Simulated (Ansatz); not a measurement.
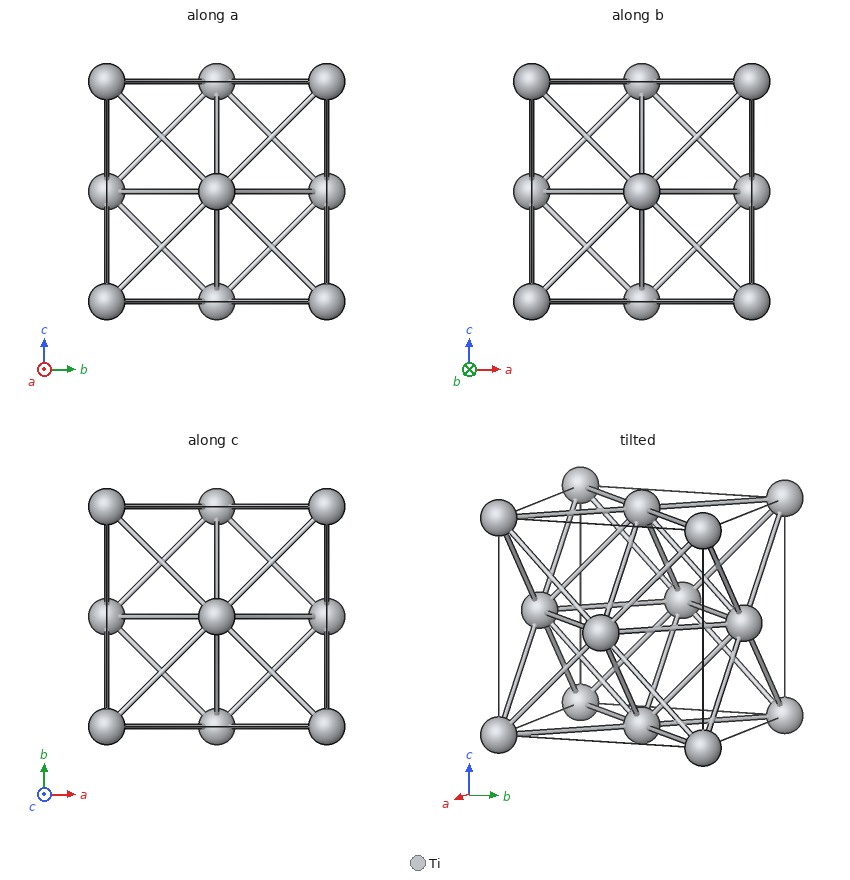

The image is a ball-and-stick drawing of a crystal, viewed along the a axis, along the b axis, along the c axis and slightly off an axis. The box is the conventional unit cell; atoms on or close to its faces, edges and corners are drawn wherever they repeat.

Lattice parameters: a = 4.1333 Å, b = 4.1333 Å, c = 4.1333 Å, α = 90.000°, β = 90.000°, γ = 90.000°.

> Convert the drawing into a CIF in P1 with every atom of the cell.

```cif
data_structure
_symmetry_space_group_name_H-M 'P 1'
_symmetry_Int_Tables_number 1
_cell_length_a 4.1333
_cell_length_b 4.1333
_cell_length_c 4.1333
_cell_angle_alpha 90.000
_cell_angle_beta 90.000
_cell_angle_gamma 90.000
_cell_volume 70.61
loop_
_atom_site_label
_atom_site_type_symbol
_atom_site_fract_x
_atom_site_fract_y
_atom_site_fract_z
_atom_site_occupancy
Ti1 Ti 0.0000 0.0000 0.0000 1
Ti2 Ti 0.0000 0.5000 0.5000 1
Ti3 Ti 0.5000 0.0000 0.5000 1
Ti4 Ti 0.5000 0.5000 0.0000 1
```

The model was built from a structure type filled with this element by a generator (whether the element takes this form wasn't checked). Earlier steps of the study may have refined or changed the cell and positions. It went into a calculation with Ansatz.
